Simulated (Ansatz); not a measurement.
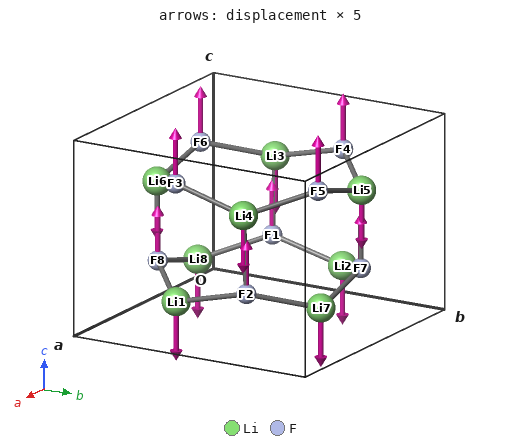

For LiF, the end point of a relaxation at fixed volume with Ansatz 0.2.0, DFT PBE, scalar-relativistic, plane waves, PAW; the starting structure was generated, so it need not be a known form of this composition: the structure has space group No. 108, I4cm, but lies close to a more symmetric one; the arrows, set on the atoms' surfaces, show each atom's displacement from its place in that idealised structure, magnified. The drawing is computed from the coordinates (standard cell, symmetry found to 0.002 Å).

```
CELL_PARAMETERS angstrom
6.06582 0.00000 0.00000
0.00000 6.06582 0.00000
0.00000 0.00000 4.60136
ATOMIC_POSITIONS crystal
Li 0.85433 0.35433 0.20073
Li 0.14567 0.64567 0.20073
Li 0.14567 0.35433 0.70073
Li 0.85433 0.64567 0.70073
F 0.15323 0.34677 0.29927
F 0.84677 0.65323 0.29927
F 0.84677 0.34677 0.79927
F 0.15323 0.65323 0.79927
Li 0.35433 0.85433 0.70073
Li 0.64567 0.14567 0.70073
Li 0.64567 0.85433 0.20073
Li 0.35433 0.14567 0.20073
F 0.65323 0.84677 0.79927
F 0.34677 0.15323 0.79927
F 0.34677 0.84677 0.29927
F 0.65323 0.15323 0.29927
```

Which is the most symmetric group that a search with looser tolerances finds (in steps up to 1 Å, at an angle tolerance of 8°, moving no atom by more than 0.6 Å)?

I4/mcm (No. 140), tetragonal, found at a tolerance of 1.00 Å. The actual group is a subgroup of index 2: the point group loses a factor 2 (4/mmm to 4mm), and all translations are kept.

How large is the distortion?

Largest displacements (atoms of each element counted in list order): Li1 0.23 Å, Li2 0.23 Å, Li3 0.23 Å, Li4 0.23 Å; root mean square 0.23 Å; the largest principal strain of the cell against the idealised metric is under 0.05 %.
